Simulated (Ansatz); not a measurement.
```
CELL_PARAMETERS angstrom
2.57403 0.00000 0.00000
0.00000 2.57403 0.00000
0.00000 0.00000 2.57403
ATOMIC_POSITIONS crystal
W 0.00000 0.00000 0.00000
```

Space group Pm-3m; set up as W, simple cubic; a generated structure, not necessarily the stable one; changed on purpose from its base cell (volume × 0.92); computed pressure about 20 GPa in this cell.

Theory: DFT, revPBE, plane waves (420 eV) with PAW, scalar-relativistic in Ansatz.

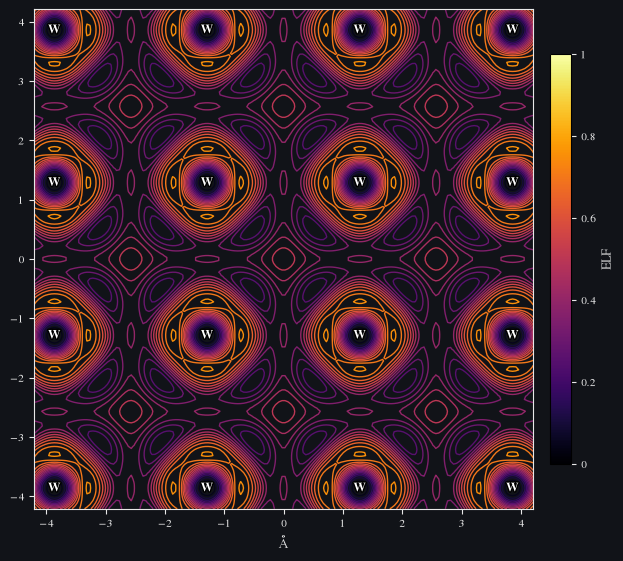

W. Electron localisation function on the (010) plane of the conventional cell.

Core electrons are frozen (PAW), and the valence fields are smoothed inside the atomic spheres.

Interpret the plot.

The section cuts through W sites.
W–W (2.57 Å): the ELF is about 0.40 at the midpoint.
The features right at W lie inside the PAW spheres, where the map follows smoothed inner orbitals and isn't to be read closely.

Does the calculation make it a metal, or give it a gap?

It is metallic or semimetallic at this level of theory: no gap opens.
